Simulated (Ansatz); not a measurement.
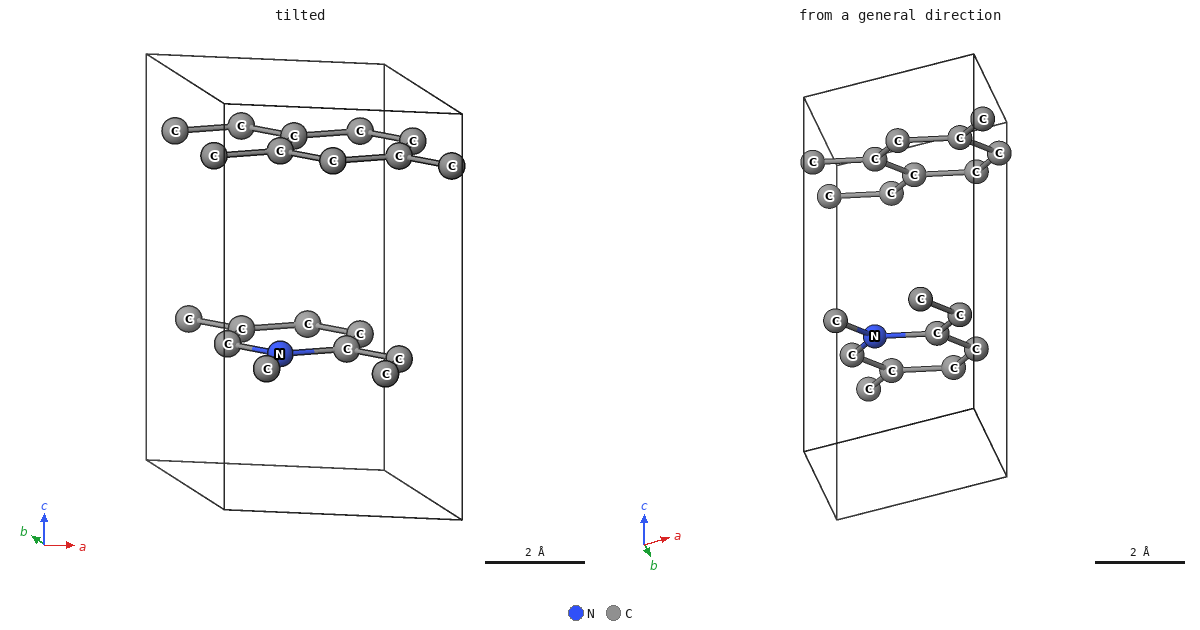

Drawn in the ball-and-stick manner and seen slightly off an axis and from a general direction. The lines enclose the supercell; boundary atoms appear with their images. The host is C, in a cell of 16 sites, and the cell is neutral.

### What defect is present?

Nitrogen on a carbon site (a substitutional impurity). It is bonded to three C in a trigonal planar arrangement at about 1.4 Å.

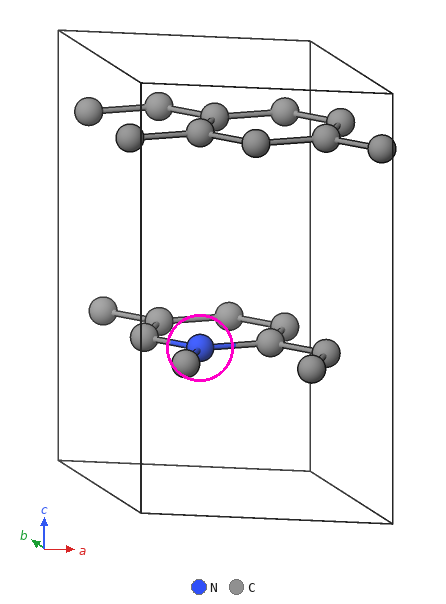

The same cell with a ring at the defect's site.

The atoms were relaxed in the host's cell with Ansatz 0.2.0, DFT PBE, scalar-relativistic, plane waves, PAW.
